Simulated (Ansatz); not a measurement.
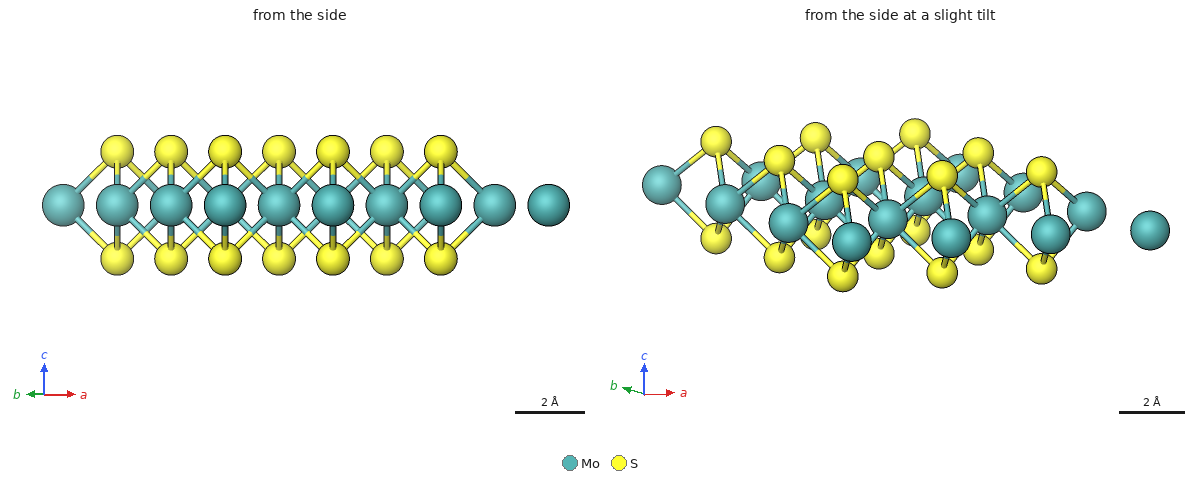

A ball-and-stick picture of a periodic sheet, seen from the side and from the side at a slight tilt. The surface normal points up in side views; the vacuum is left out. 3×3 cells are drawn in the plane, with atoms at the edges repeated.

The cell holds 1 Mo, 2 S.

> Which elements lie outermost on each side?

The top face ends in S, the bottom face in S. The two faces are alike.

> What height do the atoms span?

About 3.1 Å from the lowest to the highest atom.

> Write the layer sequence, upper face first.

Three planes: S / Mo / S.

> Describe the coordination and connectivity.

The Mo atoms are each bonded to six S in a trigonal prismatic arrangement at about 2.4 Å. The neighbours of S are three Mo in a trigonal pyramidal arrangement at about 2.4 Å. Not all metal-metal contacts are counted. The bonds build MoS2 layers parallel to the surface.

It goes back to a structure listed in the Materials Project. The structure drawn was relaxed with Ansatz, DFT PBEsol, scalar-relativistic, plane waves, PAW.
